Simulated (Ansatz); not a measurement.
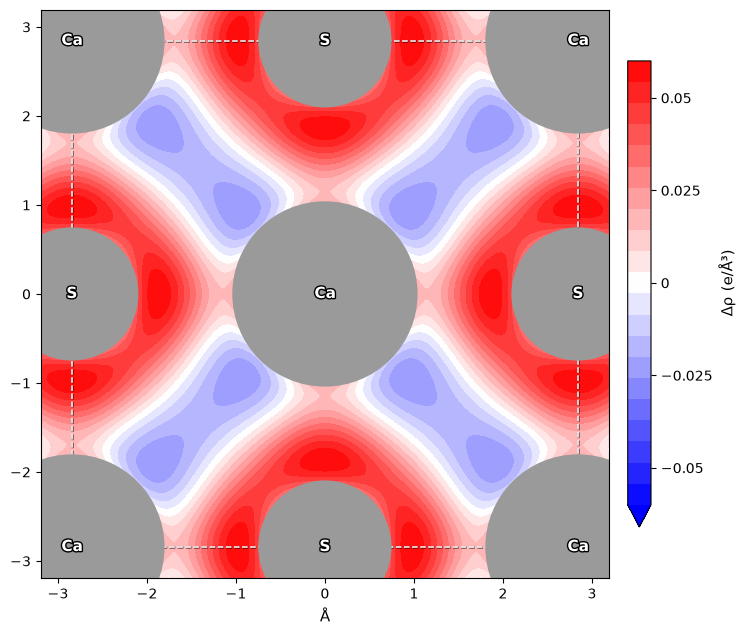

CaS. Bonding charge density, ρ(crystal) − Σ ρ(neutral atoms): a map on the (010) plane of the conventional cell, with grey discs over the atomic cores. Cores are masked to 1.0 Å (Ca) and 0.7 Å (S).

Space group Fm-3m.

The calculation used DFT PBE, scalar-relativistic, plane waves, PAW in Ansatz.

Core electrons are frozen (PAW), so the fields are smoothed inside the atomic spheres.

Input file:

```
crystal:
  lattice:
    - [0.0, 2.843, 2.843]
    - [2.843, 0.0, 2.843]
    - [2.843, 2.843, 0.0]
  atoms:
    - { symbol: Ca, position: [0.0, 0.0, 0.0] }
    - { symbol: S, position: [0.5, 0.5, 0.5] }
basis:
  ecutwfc: 420
  fft_grid_basis: typed
kpoints:
  mp_grid: { grid: [10, 10, 10] }
hamiltonian:
  xc: pbe
  pseudopotentials: { kind: paw }
scf:
  occupations: { method: gaussian, width: 0.05 }
output:
  forces: true
  stress: true
  eigenvalues: true
  bader: true
  write_density: true
  volumetric_format: npy
  elf: true
```

Run with:

```sh
ansatz run input.yaml --threads 1 --pin off --max-ram 3072MiB --backend cpu --events-out ev --progress --plain --runs-dir out
```

The picture shows the conventional cell (a = 5.69 Å, b = 5.69 Å, c = 5.69 Å, α = 90.00°, β = 90.00°, γ = 90.00°).

Describe the bonding charge.

Ca–S (2.84 Å): Δρ is +0.03 e/Å³ at the midpoint.
Over the whole cell, outside the masked cores, the largest gain, 0.06 e/Å³, lies 1.0 Å from a sulfur nucleus, and the largest loss, 0.03 e/Å³, lies 1.3 Å from a calcium nucleus.
The rearranged charge, half the integral of |Δρ|, is about 0.23 e an atom.
Bader charges: Ca +1.47 and S −1.47 e.
